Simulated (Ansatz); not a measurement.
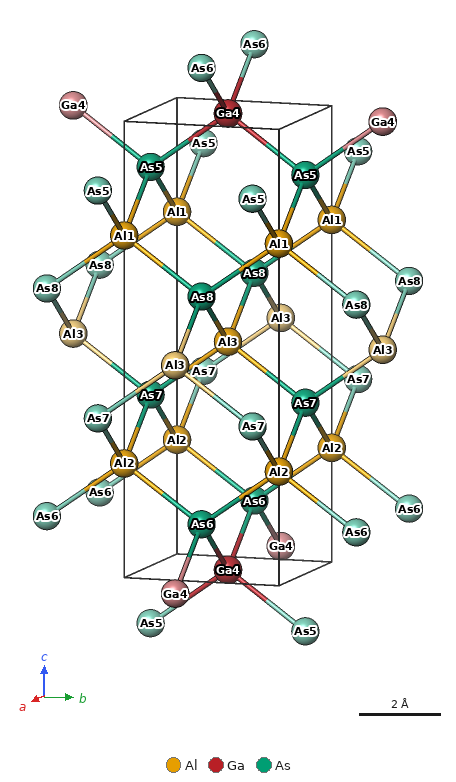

Figure 1. The structure as given in the input (ball-and-stick view of the cell of the calculation, seen slightly off an axis; neighbours outside the cell are drawn fainter; atoms are numbered from 1 in the order of the input). An atom can appear more than once, as a periodic image.

# Band-structure calculation, with input and output: Al3GaAs4

- system: Al3GaAs4 (8 atoms in the cell)
- method: DFT PBE, scalar-relativistic, plane waves, PAW, no spin polarisation (Ansatz 0.2.0)

The structure was made by a generator, so it may or may not be a known phase. Figures and captions count atoms from 1; the log counts them from 0 in places.

### Output
```
scf.n_extra_bands = 20 over 41 filled bands (N_el = 82.0): the run solves 61 bands
Engine: ansatz 0.2.0, aarch64-unknown-linux-gnu
Pseudopotentials: kind: paw
Pseudopotential: Al, paw, valence charge 3, recommended cutoff 420 eV (normal), Al.paw.azcp
Pseudopotential: Ga, paw, valence charge 13, recommended cutoff 420 eV (normal), Ga.paw.azcp
Pseudopotential: As, paw, valence charge 15, recommended cutoff 420 eV (normal), As.paw.azcp
Functional definition: PBE
  parameter kappa = 0.804
  parameter beta = 0.06672455060314922
  exchange = pbe_x(kappa = kappa, mu = beta*pi^2/3)
  correlation = pbe_c(beta = beta)
Crystal: 8 atoms, lattice volume = 188.413 Å³
Basis set: ecut = 420 eV, 3679 PW (Γ), exchange–correlation on 60×60×160 points (8 copies of the dense FFT grid, shifted against one another)
Bands: 61, of which v1, the nominal top of the filled ones, is band 41 counted from 1 (40 counted from 0)
Symmetry: 8 space group operations
Space group: P-4m2 (ITA 115), of the structure as read, at distance tolerance 5.7e-5 Å
k-points: 45 of 256 (time reversal used)
Non-local potential: Al, projectors of the file, l = 0: 2, l = 1: 2, l = 2: 1
Non-local potential: Ga, projectors of the file, l = 0: 2, l = 1: 2, l = 2: 3, l = 3: 1
Non-local potential: As, projectors of the file, l = 0: 2, l = 1: 2, l = 2: 3, l = 3: 1
PAW form: soft (Blöchl's): semilocal exchange-correlation on the pseudo side does not see the compensation charge
PAW one-centre angular grid: Al, 110 points (default); XC on 64 Gauss nodes
PAW one-centre angular grid: Ga, 590 points (default); XC on 64 Gauss nodes
PAW one-centre angular grid: As, 590 points (default); XC on 64 Gauss nodes
Initial density: superposition of atomic densities (neutral atoms: chi_scale 0, normalization atom), corrected by the library's trained network
Initial wavefunctions: pseudopotential atomic-orbital guess
Functional: x = pbe(κ = 0.804, μ = 0.2195149727645171), c = pbe(β = 0.06672455060314922)
SCF iter   1: F=—  HF=-24823.693674 eV  |F-HF|=—  |Δ(HF+E_count)|=         —  Δρ=1.80e-3  dr2=1.18e-2  ethr=1.77e-3  ⟨swp⟩=6.0  Hψ=11462  notcnv=0  defer=120
preconditioner: auto → Resta (q_TF=auto, 2.375 Å⁻¹)  ε∞=2.9  [insulator: Δε(μ)=1.260 eV  Ē_g=12.827 eV  σ=0.020 eV  W_gap=1.00  n_scr=48 (ndim 8)  ℏωp=17.5 eV  f_vac=0.025  D(μ)=0.00/eV (n_scr^D=0)  ε∞_Penn≈2.9]
SCF iter   2: F=—  HF=-24823.689880 eV  |F-HF|=—  |Δ(HF+E_count)|=   3.79e-3  Δρ=8.63e-4  dr2=2.51e-3  ethr=1.44e-5  ⟨swp⟩=2.0  Hψ=4413  notcnv=0  defer=627
SCF iter   3: F=—  HF=-24823.689784 eV  |F-HF|=—  |Δ(HF+E_count)|=   9.61e-5  Δρ=4.27e-4  dr2=3.13e-4  ethr=3.06e-6  ⟨swp⟩=2.0  Hψ=3317  notcnv=0  defer=627
SCF iter   4: F=—  HF=-24823.689623 eV  |F-HF|=—  |Δ(HF+E_count)|=   1.60e-4  Δρ=1.48e-4  dr2=6.84e-5  ethr=3.82e-7  ⟨swp⟩=2.0  Hψ=3057  notcnv=0  defer=627
SCF iter   5: F=—  HF=-24823.689758 eV  |F-HF|=—  |Δ(HF+E_count)|=   1.34e-4  Δρ=4.27e-5  dr2=6.70e-6  ethr=8.34e-8  ⟨swp⟩=2.1  Hψ=2988  notcnv=0  defer=627
SCF iter   6: F=—  HF=-24823.689763 eV  |F-HF|=—  |Δ(HF+E_count)|=   4.58e-6  Δρ=2.10e-5  dr2=1.75e-6  ethr=8.17e-9  ⟨swp⟩=2.0  Hψ=3963  notcnv=0  defer=627
SCF iter   7: F=-24823.689764 eV  HF=-24823.689764 eV  |F-HF|=1.14e-7  |Δ(HF+E_count)|=   1.26e-6  Δρ=5.81e-6  dr2=4.89e-8  ethr=1.22e-10  ⟨swp⟩=10.2  Hψ=15007  notcnv=0
SCF 1 converged in 7 iterations: F = -24823.689764 eV  dr2 = 4.89e-8
  greatest PAW one-centre occupation: 0.999 electrons in one spin orbital (limit 2), on the As atom at site 5 (counted from 0), in its partial waves of l = 2
```

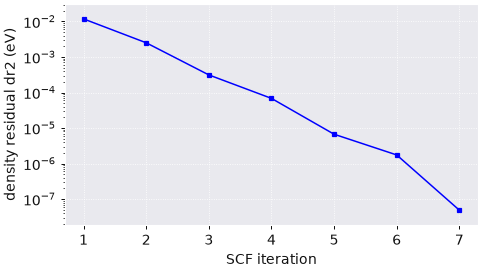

Figure 2. Convergence of the self-consistent field: density residual dr2 against the SCF iteration. The residual falls at every step.

```
NSCF: frozen V_eff on 129 k-points
NSCF: frozen V_eff on 112 k-points
SCF converged after 7 iterations
Free energy (F): -24823.689764 eV
Harris-Foulkes:  -24823.689764 eV  (|F-HF|=1.14e-7)
Internal energy: -24823.689764 eV  (E = F + TS)
E sigma→0 (E₀):  -24823.689764 eV
Fermi energy:    7.011668 eV
--- Per-component energies (eV) ---
  E_band       = -1153.901631
  E_kinetic    = 595.475963
  E_local      = -11189.782968  (includes V_loc(G=0)·N_el)
  E_nonlocal   = -2225.668258
  E_hartree    = 5811.884238
  E_xc         = -503.661298
  E_vxc        = -460.025433  (∫ρ·V_xc dr)
  E_paw        = -10733.813034  (= ΣΔE_a)
  E_vpaw       = 502.339467  (= ΣTr[D̂ρ^β])
  E_aug_tail   = -0.000091  (compensation charges beyond the density's cutoff)
  E_ewald      = -6578.124315
  E_smearing   = -0.000000  (= −TS)
  E_closure    = -0.000000  (closes the sum)
  Σ components = -24823.689764   (vs F -24823.689764, Δ=0.00e0)
--- Forces (eV/Å), atoms counted from 1 ---
  atom   1  Al     0.00000000     0.00000000    -0.00138625
  atom   2  Al     0.00000000     0.00000000     0.00138625
  atom   3  Al     0.00000000     0.00000000     0.00000000
  atom   4  Ga     0.00000000     0.00000000     0.00000000
  atom   5  As    -0.00000000     0.00000000    -0.00106425
  atom   6  As    -0.00000000     0.00000000     0.00106425
  atom   7  As    -0.00000000     0.00000000    -0.00017448
  atom   8  As    -0.00000000     0.00000000     0.00017448
  max |Σ_I F_I| component: 5.58e-18 eV/Å
--- Stress (GPa, compression-positive) ---
       -0.004490       0.000000      -0.000000
        0.000000      -0.004490       0.000000
       -0.000000       0.000000       0.004806
  P = ⅓ Tr σ = -0.0014 GPa (-0.014 kbar)
--- Band table (eV; the first three rows and the last of 45) ---
  k-point 0: bands = ["-28.2501", "-28.2501", "-28.2496", "-28.2494", "-28.2289", "-28.2285", "-28.2250", "-28.2250", "-28.2186", "-28.2186", "-28.1153", "-28.1149", "-28.1148", "-28.1148", "-28.1140", "-28.1140", "-28.1063", "-28.1061", "-28.1052", "-28.1048", "-8.0891", "-8.0205", "-8.0205", "-7.9837", "-7.9678", "-5.4883", "-4.7591", "-4.6422", "-3.5129", "0.7204", "2.7943", "3.1845", "4.1731", "4.1731", "4.9655", "4.9655", "5.0521", "5.0521", "6.3629", "6.3773", "6.3773", "7.6459", "7.8912", "8.5387", "8.7776", "8.9269", "9.9264", "9.9601", "10.4806", "10.4818", "10.4818", "12.8845", "12.8845", "13.1288", "13.1288", "13.4763", "13.7371", "14.7568", "15.3871", "15.6006", "16.2738"]
  k-point 1: bands = ["-28.2501", "-28.2501", "-28.2496", "-28.2494", "-28.2289", "-28.2285", "-28.2250", "-28.2250", "-28.2186", "-28.2186", "-28.1153", "-28.1149", "-28.1148", "-28.1148", "-28.1140", "-28.1140", "-28.1063", "-28.1061", "-28.1052", "-28.1048", "-8.0891", "-8.0205", "-8.0205", "-7.9837", "-7.9678", "-5.4417", "-5.0212", "-4.3242", "-3.6339", "0.8935", "2.1662", "3.8946", "4.2276", "4.2276", "4.6551", "4.6551", "5.4238", "5.4238", "5.7859", "6.2330", "6.2330", "7.8805", "8.2322", "8.4733", "8.6909", "9.3326", "9.4570", "10.0083", "10.3022", "10.7026", "10.7026", "12.0859", "12.0859", "13.2903", "13.9866", "13.9866", "14.5141", "14.9900", "15.1089", "15.4207", "15.9196"]
  k-point 2: bands = ["-28.2501", "-28.2501", "-28.2496", "-28.2494", "-28.2289", "-28.2285", "-28.2250", "-28.2250", "-28.2186", "-28.2186", "-28.1153", "-28.1149", "-28.1148", "-28.1148", "-28.1140", "-28.1140", "-28.1063", "-28.1061", "-28.1052", "-28.1048", "-8.0891", "-8.0205", "-8.0205", "-7.9837", "-7.9678", "-5.3513", "-5.2021", "-3.9911", "-3.8947", "1.2064", "1.6610", "4.3700", "4.3700", "4.4123", "4.4123", "4.6669", "5.0108", "5.7790", "5.7790", "5.9508", "5.9508", "7.9719", "8.2448", "8.7414", "8.9683", "9.2792", "9.4994", "9.8664", "9.8726", "11.2139", "11.2139", "11.3618", "11.3618", "13.8022", "14.0155", "14.8457", "14.8457", "15.1317", "15.1317", "15.4607", "15.4636"]
  k-point 44: bands = ["-28.2510", "-28.2498", "-28.2481", "-28.2481", "-28.2292", "-28.2292", "-28.2258", "-28.2249", "-28.2175", "-28.2175", "-28.1155", "-28.1151", "-28.1141", "-28.1141", "-28.1132", "-28.1132", "-28.1058", "-28.1058", "-28.1053", "-28.1053", "-8.0691", "-8.0691", "-7.9988", "-7.9861", "-7.9708", "-3.5454", "-3.5454", "-3.4544", "-3.4544", "0.1709", "1.0990", "1.1008", "1.1357", "3.6549", "3.6856", "3.6966", "3.7699", "3.8381", "3.8381", "3.8460", "3.8460", "8.7897", "8.7897", "9.0495", "9.0495", "9.1427", "9.6225", "9.6410", "9.9358", "14.2024", "14.2024", "14.4576", "14.4576", "14.7106", "14.8041", "14.9406", "15.1326", "16.5423", "16.5629", "16.5679", "17.4450"]
--- Löwdin populations: 8 sites ---
  site symbol       q [e]
     0     Al      2.6161
     1     Al      2.6161
     2     Al      2.6094
     3     Ga     12.9267
     4     As     15.1789
     5     As     15.1789
     6     As     15.3402
     7     As     15.3402
  spilling = 0.002359 (of n_electrons = 82.000000)
--- Bader charges: 8 sites ---
  site symbol  charge [e]  shift [e]
     0     Al      1.9453     0.0012
     1     Al      1.9453     0.0012
     2     Al      1.9458     0.0013
     3     Ga      0.6896     0.0000
     4     As     -1.3182     0.0005
     5     As     -1.3182     0.0005
     6     As     -1.9448     0.0013
     7     As     -1.9448     0.0013
  estimated error of the sums over rays = 3.9e-4 e
```

### File bader_charges.tsv
```
# site	symbol	x_ang	y_ang	z_ang	partial_charge_e	electrons	volume_ang3	relative_density_drop	shared_charge_e	partial_wave_shift_e
# quadrature_error_electrons = 3.9e-4
0	Al	0.0000	0.0000	8.5892	1.94526	11.05474	8.53	-	1.94526	0.00119
1	Al	0.0000	0.0000	2.8667	1.94526	11.05474	8.53	-	1.94526	0.00119
2	Al	2.0277	2.0277	5.7279	1.94575	11.05425	8.53	-	1.94575	0.00129
3	Ga	2.0277	2.0277	0.0000	0.68964	30.31036	17.72	-	0.68964	0.00005
4	As	2.0277	0.0000	10.0139	-1.31816	34.31816	34.00	-	-1.31816	0.00053
5	As	0.0000	2.0277	1.4419	-1.31817	34.31817	34.00	-	-1.31817	0.00053
6	As	2.0277	0.0000	4.2971	-1.94478	34.94478	38.54	-	-1.94478	0.00129
7	As	0.0000	2.0277	7.1587	-1.94478	34.94478	38.54	-	-1.94478	0.00129
```

### File populations.tsv
```
# site	symbol	l	j	q
# orbitals = lowdin
# n_electrons = 82.000000
# spilling = 0.002359
0	Al	0_3S	-	0.904902
0	Al	1_3P	-	1.711201
1	Al	0_3S	-	0.904902
1	Al	1_3P	-	1.711201
2	Al	0_3S	-	0.902308
2	Al	1_3P	-	1.707057
3	Ga	0_4S	-	1.140567
3	Ga	1_4P	-	1.796924
3	Ga	2_3D	-	9.989182
4	As	0_4S	-	1.479718
4	As	1_4P	-	3.702279
4	As	2_3D	-	9.996922
5	As	0_4S	-	1.479718
5	As	1_4P	-	3.702279
5	As	2_3D	-	9.996922
6	As	0_4S	-	1.475655
6	As	1_4P	-	3.867944
6	As	2_3D	-	9.996641
7	As	0_4S	-	1.475655
7	As	1_4P	-	3.867944
7	As	2_3D	-	9.996641
```

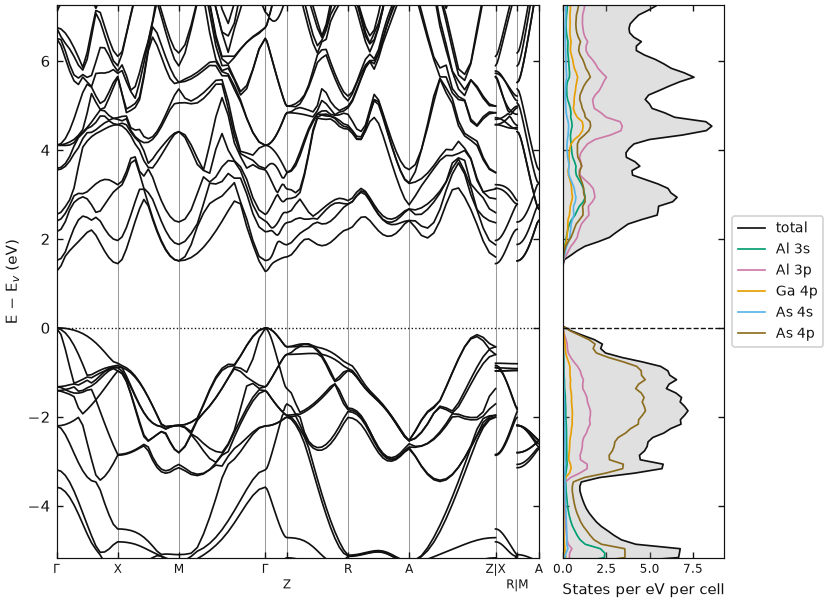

Figure 3. Band structure along Γ–X–M–Γ–Z–R–A–Z|X–R|M–A and density of states (projected on Löwdin-orthogonalised atomic shells), with energies from the valence-band top. There is a gap of 1.27 eV on this path, direct, at Γ.

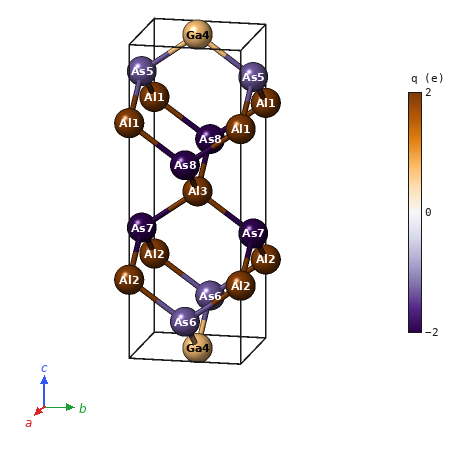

Figure 4. Bader charges, as the colour of each atom (ball-and-stick view of the cell of the calculation, seen slightly off an axis; atoms are numbered from 1 in the order of the input). By element: Al +1.95, Ga +0.69 and As −1.94 to −1.32 e.

The run was set up as follows.

### Input
```yaml
crystal:
  lattice:
    - [4.0554811, 0.0, 0.0]
    - [0.0, 4.0554811, 0.0]
    - [0.0, 0.0, 11.4558324]
  atoms:
    - { symbol: Al, position: [0.0, 0.0, 0.749763] }
    - { symbol: Al, position: [0.0, 0.0, 0.250237] }
    - { symbol: Al, position: [0.5, 0.5, 0.5] }
    - { symbol: Ga, position: [0.5, 0.5, 0.0] }
    - { symbol: As, position: [0.5, 0.0, 0.874131] }
    - { symbol: As, position: [0.0, 0.5, 0.125869] }
    - { symbol: As, position: [0.5, 0.0, 0.375105] }
    - { symbol: As, position: [0.0, 0.5, 0.624895] }
basis:
  ecutwfc: 420
kpoints:
  mp_grid: { grid: [8, 8, 4] }
  band_path:
    path:
      - [[0.0, 0.0, 0.0], [0.0, 0.5, 0.0], [0.5, 0.5, 0.0], [0.0, 0.0, 0.0], [0.0, 0.0, 0.5], [0.0, 0.5, 0.5], [0.5, 0.5, 0.5], [0.0, 0.0, 0.5]]
      - [[0.0, 0.5, 0.0], [0.0, 0.5, 0.5]]
      - [[0.5, 0.5, 0.0], [0.5, 0.5, 0.5]]
    npoints: 14
hamiltonian:
  xc: pbe
scf:
  occupations: { method: gaussian, width: 0.02 }
  n_extra_bands: 20
output:
  forces: true
  stress: true
  eigenvalues: true
  populations: true
  dos: { projected: true, de: 0.02, nscf_kmesh: { grid: [12, 12, 6] } }
  bader: true
```

Command:
```bash
ansatz run input.yaml --threads 4 --pin off --max-ram 8192MiB --backend cpu --events-out ev --progress --plain --runs-dir out
```

### Results in brief

| quantity | value |
| --- | --- |
| outcome | converged |
| space group (tolerance 0.01 Å) | P-4m2 (115) |
| electrons treated | 82 |
| free energy | −24823.6898 eV |
| Fermi energy | 7.012 eV |
| gap on the k-point mesh | 1.27 eV |
| gap on the band path | 1.27 eV |
| pressure | 0.00 GPa |
| largest force (length of the vector) | 0.001 eV/Å |
| hardware | 4 threads of Arm Neoverse V1, 24 GiB of memory available, shared host |
| wall time | 1.7 min (CPU time 6.9 min) |
| peak memory | 1.2 GiB |
